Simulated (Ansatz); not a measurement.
## Geometry relaxation of C

- system: C (slab, 10 atoms in the cell)
- method: DFT, PBE, dispersion d3bj, plane waves, PAW, no spin polarisation (Ansatz 0.2.0)

The structure derives from a Materials Project entry. The input holds or restrains some coordinates. Figures and captions count atoms from 1; the log counts them from 0 in places.

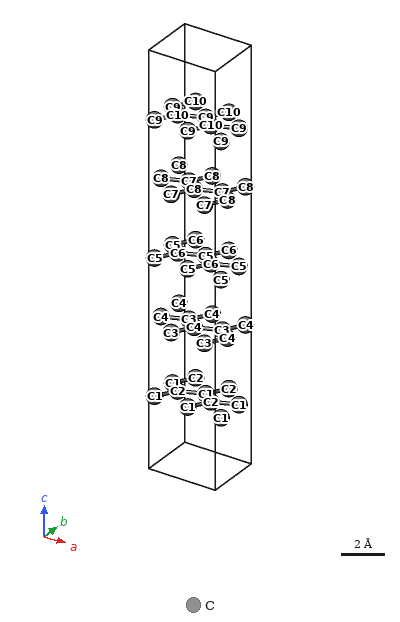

The starting structure (ball-and-stick view of the 2 × 2 repeat of the cell, with the vacuum cut short, seen slightly off an axis; atoms are numbered from 1 in the order of the input). Near neighbours in the crystal (not all of them lie inside the picture): C has 3 C at 1.42 Å.

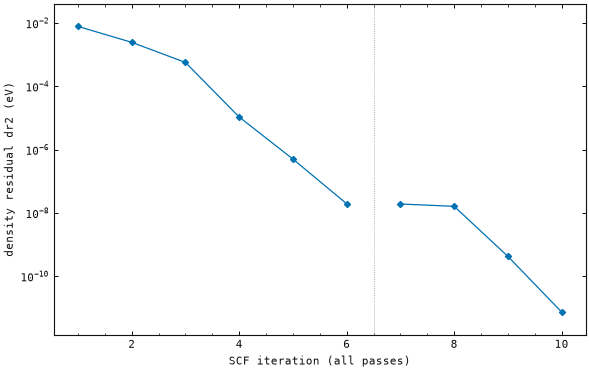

Convergence of the self-consistent field: density residual dr2 against the SCF iteration. The dotted lines part the SCF passes of the relaxation: geometry steps, rejected trials and re-solves on a re-selected basis. The passes take 6 and 4 iterations.

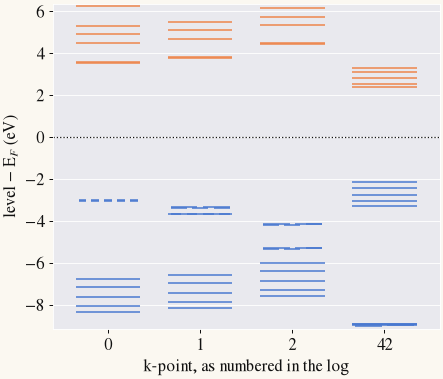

Kohn–Sham levels near the Fermi level (dotted) at the few k-points that the log prints; levels within 0.02 eV of each other stand side by side. The system is metallic on the full mesh.

The input and output of the run follow.

**Input file**
```yaml
crystal:
  lattice:
    - [2.4655379968, 0.0, 0.0]
    - [-1.2327689984, 2.1341461181, 0.0]
    - [0.0, 0.0, 30.5979680033]
  atoms:
    - { symbol: C, position: [0.0833101796, 0.1666203592, 0.2777962249] }
    - { symbol: C, position: [0.4166898204, 0.8333796408, 0.2777962249] }
    - { symbol: C, position: [0.5833101796, 0.1666203592, 0.3888994519] }
    - { symbol: C, position: [0.9166898204, 0.8333796408, 0.3888994519] }
    - { symbol: C, position: [0.0833101796, 0.1666203592, 0.5] }
    - { symbol: C, position: [0.4166898204, 0.8333796408, 0.5] }
    - { symbol: C, position: [0.5833101796, 0.1666203592, 0.611103227] }
    - { symbol: C, position: [0.9166898204, 0.8333796408, 0.611103227] }
    - { symbol: C, position: [0.0833101796, 0.1666203592, 0.7222037751] }
    - { symbol: C, position: [0.4166898204, 0.8333796408, 0.7222037751] }
basis:
  ecutwfc: "600 eV"
kpoints:
  mp_grid: { grid: [12, 12, 1] }
hamiltonian:
  xc: pbe
  dispersion: d3bj
scf:
  occupations: { method: gaussian, width: 0.1 }
output:
  forces: true
  eigenvalues: true
relax:
  adjacent_minimum: "off"
  f_tol: 0.03
  max_steps: 70
  constraints: [{ sites: [0, 1, 2, 3] }]
efield:
  axis: 3
  dipole_correction: true
  ramp_width: 0.04
accuracy: high
```

Command:
```bash
ansatz run input.yaml --threads 1 --pin off --max-ram 2560MiB --backend cpu --events-out ev --progress --plain --runs-dir out
```

**Output**
```
Engine: ansatz 0.2.0, x86_64-unknown-linux-gnu
Pseudopotentials: kind: paw
Pseudopotential: C, paw, valence charge 4, recommended cutoff 420 eV (normal), C.paw.azcp
Functional definition: PBE
  parameter kappa = 0.804
  parameter beta = 0.06672455060314922
  exchange = pbe_x(kappa = kappa, mu = beta*pi^2/3)
  correlation = pbe_c(beta = beta)
Crystal: 10 atoms, lattice volume = 161.001 Å³
Basis set: ecut = 600 eV, 5271 PW (Γ), exchange–correlation on 48×48×576 points (8 copies of the dense FFT grid, shifted against one another)
Bands: 30, of which v1, the nominal top of the filled ones, is band 20 counted from 1 (19 counted from 0)
Symmetry: 4 space group operations
k-points: 43 of 144
Non-local potential: C, projectors of the file, l = 0: 2, l = 1: 2, l = 2: 1
PAW form: soft (Blöchl's): semilocal exchange-correlation on the pseudo side does not see the compensation charge
PAW one-centre angular grid: C, 110 points (default); XC on 64 Gauss nodes
Initial density: superposition of atomic densities (neutral atoms: chi_scale 0, normalization atom), corrected by the library's trained network
Initial wavefunctions: pseudopotential atomic-orbital guess
Functional: x = pbe(κ = 0.804, μ = 0.2195149727645171), c = pbe(β = 0.06672455060314922)
SCF iter   1: F=—  HF=-2510.737639 eV  |F-HF|=—  |Δ(HF+E_count)|=         —  Δρ=2.23e-3  dr2=7.90e-3  ethr=1.77e-3  p=0.000 e·Å  D=5.48e-7 V/Å  ΔV_dip=-0.00 eV  dr2_dipole=6.70e-8  V_vac-E_F(+/−)=4.47/4.47 eV  ⟨swp⟩=11.5  Hψ=7955  notcnv=0  defer=7
efield: sawtooth ramp at fractional position 0.9800 (placed from the atoms, in the widest stretch of the axis that holds none; the zero of the levels goes with the place), width 0.0400; the density the first Hamiltonian is built on has a dipole p = 0.000 e·Å; the dipole correction subtracts the counter field D = 5.48e-7 V/Å, which shifts the + side's vacuum level by -0.00 eV against the − side's; the planar-averaged density in the ramp window peaks in size at 2.0e-5 e/Å³
preconditioner: auto → LDOS  [metal: Δε(μ)=0.114 eV  Ē_g=15.289 eV  σ=0.100 eV  W_gap=0.46  n_scr=20 (ndim 8)  ℏωp=18.5 eV  f_vac=0.444  D(μ)=0.43/eV (n_scr^D=6)  β→1.0]
SCF iter   2: F=—  HF=-2510.739294 eV  |F-HF|=—  |Δ(HF+E_count)|=   1.65e-3  Δρ=7.47e-4  dr2=2.48e-3  ethr=1.98e-5  p=-0.000 e·Å  D=-4.55e-5 V/Å  ΔV_dip=0.00 eV  dr2_dipole=7.53e-8  V_vac-E_F(+/−)=4.21/4.20 eV  ⟨swp⟩=2.7  Hψ=2692  notcnv=0  defer=118
SCF iter   3: F=—  HF=-2510.738684 eV  |F-HF|=—  |Δ(HF+E_count)|=   6.09e-4  Δρ=3.02e-4  dr2=5.74e-4  ethr=6.20e-6  p=-0.000 e·Å  D=-4.77e-6 V/Å  ΔV_dip=0.00 eV  dr2_dipole=6.10e-10  V_vac-E_F(+/−)=4.30/4.30 eV  ⟨swp⟩=2.3  Hψ=2071  notcnv=0  defer=114
SCF iter   4: F=—  HF=-2510.738563 eV  |F-HF|=—  |Δ(HF+E_count)|=   1.21e-4  Δρ=7.72e-5  dr2=1.08e-5  ethr=1.44e-6  p=-0.000 e·Å  D=-3.21e-6 V/Å  ΔV_dip=0.00 eV  dr2_dipole=5.71e-10  V_vac-E_F(+/−)=4.28/4.28 eV  ⟨swp⟩=2.2  Hψ=1591  notcnv=0  defer=114
iter 5 did not close the SCF: its close was put off for the readings that it lacked (scf_convergence_deferred on its scf_iter line)
SCF iter   5: F=-2510.738574 eV  HF=-2510.738575 eV  |F-HF|=2.46e-7  |Δ(HF+E_count)|=   1.18e-5  Δρ=9.36e-6  dr2=5.07e-7  ethr=2.70e-8  p=-0.000 e·Å  D=-7.12e-7 V/Å  ΔV_dip=0.00 eV  dr2_dipole=9.28e-12  V_vac-E_F(+/−)=4.28/4.28 eV  ⟨swp⟩=2.3  Hψ=2012  notcnv=0  defer=114
SCF iter   6: F=-2510.738575 eV  HF=-2510.738575 eV  |F-HF|=1.20e-8  |Δ(HF+E_count)|=   1.29e-7  Δρ=3.22e-6  dr2=1.96e-8  ethr=1.27e-9  p=-0.000 e·Å  D=-1.40e-7 V/Å  ΔV_dip=0.00 eV  dr2_dipole=8.73e-14  V_vac-E_F(+/−)=4.27/4.27 eV  ⟨swp⟩=26.7  Hψ=8414  notcnv=0
the search or the solves at the SCF's close seem to have found levels that the self-consistency loop had missed (the run counts 1). By its estimate they hold under 1e-12 electrons; where the run keeps them, the occupations were computed again with them
SCF 1 converged in 6 iterations: F = -2510.738575 eV  dr2 = 1.96e-8
  greatest PAW one-centre occupation: 0.673 electrons in one spin orbital (limit 2), on the C atom at site 5 (counted from 0), in its partial waves of l = 0
relax step   1: F+E_penalty+E_count = -2510.73857475 eV  Δ(F+E_penalty+E_count) = +0.000e0 eV  max|allowed force component| = 2.258e-3 eV/Å  Δτ_max = 0.0000 Å  (6 SCF iters, dr2 threshold 2.25e-5 eV, accepted)
Initial density: handed on by an earlier stage of this run
Initial wavefunctions: those handed on with the density
iter 1 solved again at ethr=4.80e-11 eV; its pass at ethr=3.10e-3 eV (dr2=1.92e-8 eV) is discarded
SCF iter   1: F=—  HF=-2510.738562 eV  |F-HF|=—  |Δ(HF+E_count)|=         —  Δρ=3.23e-6  dr2=1.93e-8  ethr=4.80e-11  p=-0.000 e·Å  D=-1.40e-7 V/Å  ΔV_dip=0.00 eV  dr2_dipole=7.63e-14  V_vac-E_F(+/−)=4.27/4.27 eV  ⟨swp⟩=1.0  Hψ=3614  notcnv=0
efield: sawtooth ramp at fractional position 0.9800 (handed on by an earlier solve), width 0.0400; the density the first Hamiltonian is built on has a dipole p = -0.000 e·Å; the dipole correction subtracts the counter field D = -1.40e-7 V/Å, which shifts the + side's vacuum level by +0.00 eV against the − side's; the planar-averaged density in the ramp window peaks in size at 1.8e-8 e/Å³
preconditioner: auto → LDOS  [metal: Δε(μ)=0.111 eV  Ē_g=15.274 eV  σ=0.100 eV  W_gap=0.45  n_scr=20 (ndim 8)  ℏωp=18.5 eV  f_vac=0.444  D(μ)=0.43/eV (n_scr^D=6)  β→1.0]
iter 2 did not close the SCF: its close was put off until two iterations running show no level that it waits for move by more than its bar (scf_convergence_deferred on its scf_iter line)
SCF iter   2: F=-2510.738575 eV  HF=-2510.738575 eV  |F-HF|=1.39e-8  |Δ(HF+E_count)|=   1.32e-5  Δρ=1.55e-6  dr2=1.63e-8  ethr=4.80e-11  p=-0.000 e·Å  D=-3.02e-7 V/Å  ΔV_dip=0.00 eV  dr2_dipole=6.39e-13  V_vac-E_F(+/−)=4.28/4.28 eV  ⟨swp⟩=9.6  Hψ=5701  notcnv=0
iter 3 did not close the SCF: its close was put off until two iterations running show no level that it waits for move by more than its bar (scf_convergence_deferred on its scf_iter line)
SCF iter   3: F=-2510.738575 eV  HF=-2510.738575 eV  |F-HF|=7.89e-10  |Δ(HF+E_count)|=   3.46e-9  Δρ=2.80e-7  dr2=4.27e-10  ethr=4.08e-11  p=-0.000 e·Å  D=-2.66e-7 V/Å  ΔV_dip=0.00 eV  dr2_dipole=5.18e-14  V_vac-E_F(+/−)=4.28/4.28 eV  ⟨swp⟩=5.8  Hψ=4884  notcnv=0
SCF iter   4: F=-2510.738575 eV  HF=-2510.738575 eV  |F-HF|=1.53e-10  |Δ(HF+E_count)|=  9.35e-10  Δρ=6.15e-8  dr2=7.42e-12  ethr=1.07e-12  p=-0.000 e·Å  D=-2.70e-7 V/Å  ΔV_dip=0.00 eV  dr2_dipole=1.19e-14  V_vac-E_F(+/−)=4.28/4.28 eV  ⟨swp⟩=4.8  Hψ=4031  notcnv=0
SCF 2 converged in 4 iterations: F = -2510.738575 eV  dr2 = 7.42e-12
relax step   2: F+E_penalty+E_count = -2510.73857476 eV  Δ(F+E_penalty+E_count) = -8.024e-9 eV  max|allowed force component| = 2.250e-3 eV/Å  Δτ_max = 0.0000 Å  (4 SCF iters, accepted)
SCF converged after 4 iterations
Free energy (F): -2510.738575 eV
Harris-Foulkes:  -2510.738575 eV  (|F-HF|=1.53e-10)
Internal energy: -2510.736405 eV  (E = F + TS)
E sigma→0 (E₀):  -2510.737490 eV
Entropy (-TS):   -0.002170 eV (-0.217 meV/atom)
Fermi energy:    1.902680 eV
Dipole field:    D = -0.000000 V/Å  (p = -0.000000 e·Å, saw-weighted, corrected)
Work function:   Φ+ = 4.2751 eV   Φ− = 4.2751 eV
Levels:          The Fermi level and band energies are counted from a zero that moves with the ramp; work functions are not
--- Per-component energies (eV) ---
  E_band       = -289.220369
  E_kinetic    = 909.016791
  E_local      = -30469.953430  (includes V_loc(G=0)·N_el)
  E_nonlocal   = 273.438154
  E_hartree    = 14830.375899
  E_xc         = -479.998767
  E_vxc        = -594.296751  (∫ρ·V_xc dr)
  E_paw        = -993.564945  (= ΣΔE_a)
  E_vpaw       = -68.176887  (= ΣTr[D̂ρ^β])
  E_aug_tail   = 0.000014  (compensation charges beyond the density's cutoff)
  E_efield     = 0.000000  (sawtooth field / dipole correction)
  E_vefield    = 0.000000  (∫n·V_field dr)
  E_ewald      = 13421.345081
  E_disp       = -1.395201  (pairwise vdW)
  E_smearing   = -0.002170  (= −TS)
  E_closure    = -0.000000  (closes the sum)
  Σ components = -2510.738575   (vs F -2510.738575, Δ=0.00e0)
--- Forces (eV/Å), atoms counted from 1 ---
  atom   1  C      0.00000000     0.00225060     0.00063291
  atom   2  C      0.00000000    -0.00225060     0.00063291
  atom   3  C      0.00000000     0.00158744     0.00041982
  atom   4  C      0.00000000    -0.00158744     0.00041982
  atom   5  C      0.00000000     0.00109393     0.00001169
  atom   6  C      0.00000000    -0.00109393     0.00001169
  atom   7  C      0.00000000     0.00158680    -0.00044323
  atom   8  C      0.00000000    -0.00158680    -0.00044323
  atom   9  C      0.00000000     0.00224986    -0.00062076
  atom  10  C      0.00000000    -0.00224986    -0.00062076
  max |Σ_I F_I| component: 8.58e-7 eV/Å
--- Band table (eV; the first three rows and the last of 43) ---
  k-point 0: bands = ["-17.7246", "-17.6789", "-17.6128", "-17.5431", "-17.4898", "-6.4597", "-6.1618", "-5.7269", "-5.2533", "-4.8740", "-1.1361", "-1.1340", "-1.1250", "-1.1230", "-1.1229", "-1.1149", "-1.1145", "-1.1110", "-1.1076", "-1.1059", "5.4429", "5.5039", "6.3889", "6.7998", "7.1923", "8.1636", "8.5167", "9.8783", "10.2183", "10.2319"]
  k-point 1: bands = ["-17.5593", "-17.5140", "-17.4486", "-17.3797", "-17.3268", "-6.2593", "-5.9630", "-5.5307", "-5.0601", "-4.6835", "-1.7771", "-1.7760", "-1.7684", "-1.7604", "-1.7538", "-1.4766", "-1.4740", "-1.4647", "-1.4535", "-1.4444", "5.6637", "5.7254", "6.6056", "7.0120", "7.4081", "8.3670", "8.7278", "10.0455", "10.2793", "10.3113"]
  k-point 2: bands = ["-17.0652", "-17.0213", "-16.9579", "-16.8910", "-16.8396", "-5.6629", "-5.3718", "-4.9474", "-4.4863", "-4.1179", "-3.4277", "-3.4216", "-3.4089", "-3.3937", "-3.3814", "-2.2737", "-2.2702", "-2.2601", "-2.2477", "-2.2375", "6.3254", "6.3892", "7.2519", "7.6525", "8.0527", "8.9735", "9.3501", "10.1796", "10.1954", "10.2445"]
  k-point 42: bands = ["-13.4100", "-13.3775", "-13.3300", "-13.2793", "-13.2401", "-8.6712", "-8.6500", "-8.6173", "-8.5814", "-8.5533", "-7.0866", "-7.0723", "-7.0491", "-7.0230", "-7.0021", "-1.3782", "-1.1563", "-0.8401", "-0.5082", "-0.2533", "4.2685", "4.4551", "4.7217", "5.0023", "5.2180", "11.2695", "11.3091", "11.6973", "12.1972", "12.5749"]
--- Relaxed structure (2 steps of the walk, 2 accepted, 0 SCFs on fresh bases) ---
  F+E_penalty+E_count = -2510.73857476 eV   max|allowed force component| = 2.250e-3 eV/Å
  atoms:
    - { symbol: C, position: [0.08331017959999998, 0.16662035919999996, 0.2777962249] }
    - { symbol: C, position: [0.4166898203999999, 0.8333796407999998, 0.2777962249] }
    - { symbol: C, position: [0.5833101796, 0.16662035919999996, 0.3888994519] }
    - { symbol: C, position: [0.9166898203999999, 0.8333796407999998, 0.3888994519] }
    - { symbol: C, position: [0.08331017959999998, 0.16662035919999996, 0.49999999999999994] }
    - { symbol: C, position: [0.4166898203999999, 0.8333796407999998, 0.49999999999999994] }
    - { symbol: C, position: [0.5833101796, 0.16662035919999996, 0.6111032269999999] }
    - { symbol: C, position: [0.9166898203999999, 0.8333796407999998, 0.6111032269999999] }
    - { symbol: C, position: [0.08331017959999998, 0.16662035919999996, 0.7222037751] }
    - { symbol: C, position: [0.4166898203999999, 0.8333796407999998, 0.7222037751] }
```

**Trajectory as extended XYZ (Å, eV, eV/Å), 2 frames, from step=1 to step=2**
```
10
Lattice="2.4655 0.0000 0.0000 -1.2328 2.1341 0.0000 0.0000 0.0000 30.5980" Properties=species:S:1:pos:R:3:forces:R:3 step=1 energy=-2510.73857
C     0.0000    0.3556    8.5000    0.0000   0.0023   0.0006
C     0.0000    1.7786    8.5000    0.0000  -0.0023   0.0006
C     1.2328    0.3556   11.8995    0.0000   0.0016   0.0004
C     1.2328    1.7786   11.8995    0.0000  -0.0016   0.0004
C     0.0000    0.3556   15.2990    0.0000   0.0011   0.0000
C     0.0000    1.7786   15.2990    0.0000  -0.0011   0.0000
C     1.2328    0.3556   18.6985    0.0000   0.0016  -0.0004
C     1.2328    1.7786   18.6985    0.0000  -0.0016  -0.0004
C     0.0000    0.3556   22.0980    0.0000   0.0023  -0.0006
C     0.0000    1.7786   22.0980    0.0000  -0.0023  -0.0006
10
Lattice="2.4655 0.0000 0.0000 -1.2328 2.1341 0.0000 0.0000 0.0000 30.5980" Properties=species:S:1:pos:R:3:forces:R:3 step=2 energy=-2510.73857
C     0.0000    0.3556    8.5000    0.0000   0.0023   0.0006
C     0.0000    1.7786    8.5000    0.0000  -0.0023   0.0006
C     1.2328    0.3556   11.8995    0.0000   0.0016   0.0004
C     1.2328    1.7786   11.8995    0.0000  -0.0016   0.0004
C     0.0000    0.3556   15.2990    0.0000   0.0011   0.0000
C     0.0000    1.7786   15.2990    0.0000  -0.0011   0.0000
C     1.2328    0.3556   18.6985    0.0000   0.0016  -0.0004
C     1.2328    1.7786   18.6985    0.0000  -0.0016  -0.0004
C     0.0000    0.3556   22.0980    0.0000   0.0022  -0.0006
C     0.0000    1.7786   22.0980    0.0000  -0.0022  -0.0006
```

**Results in brief**

| quantity | value |
| --- | --- |
| outcome | converged under the restraints of the input |
| electrons treated | 40 |
| free energy | −2510.7386 eV |
| Fermi energy | 1.903 eV |
| gap on the k-point mesh | none (metallic) |
| final volume | 161.00 Å³ |
| largest force (length of the vector) at the end, held atoms and coordinates included | 0.002 eV/Å |
| hardware | 1 thread of Intel Xeon (Sapphire Rapids), 32 GiB of memory available, shared host |
| wall time | 43 s |
| peak memory | 0.69 GiB |

**Remarks**

Settings chosen away from the usual ones: accuracy set to high; basis.ecutwfc set to 600 eV (from 420).
